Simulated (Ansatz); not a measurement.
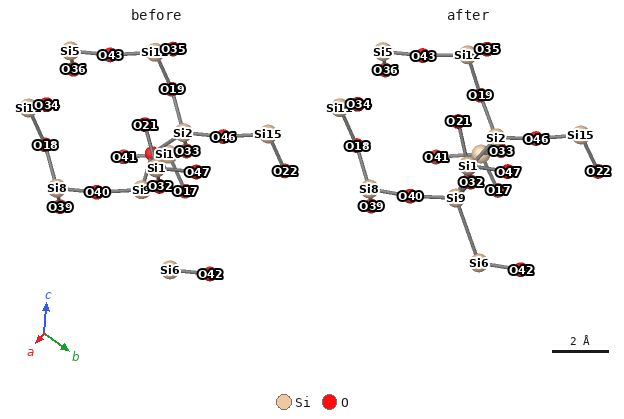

The structure of a defect cell of composition Si$_{16}$O$_{31}$ before (left) and after (right) a relaxation, at one scale.

The picture is a ball-and-stick view of the atoms within 5.0 Å of the atom that moves most (axes of the cell of the calculation (origin shifted)), seen slightly off an axis.

Case: O vacancy (site d), charge +0, atoms relaxed at the host's cell.

The calculation used Ansatz, DFT PBE, scalar-relativistic, plane waves, PAW. (plane-wave cutoff 420 eV; k-point mesh 2 × 2 × 2; occupations gaussian; smearing width 0.01 eV; no spin polarisation; atoms relaxed in a fixed cell; force threshold 0.025 eV/Å; at most 45 steps)

Describe what moved and what it gained.

After 5 geometry steps the energy has fallen by 1.025 eV per cell of the calculation. The largest force component goes from 2.2 to 0.021 eV/Å. The largest moves, 0.58 Å, are those of O atoms. By element the largest moves are O 0.58 Å, Si 0.31 Å. The cell doesn't change. Among the contacts that change: Si–Si 3.116 → 2.520 Å, O–Si 1.626 → 1.646 Å. New bonds form, among them: Si–Si (3.12 → 2.52 Å). Among the angles between lasting bonds that change: Si–O–Si 146.8° → 159.0°, Si–O–Si 146.8° → 157.2°, Si–O–Si 146.8° → 153.4°. The run took 110 s on 4 threads of Arm Neoverse V1 (shared host), peak memory 2.9 GiB.
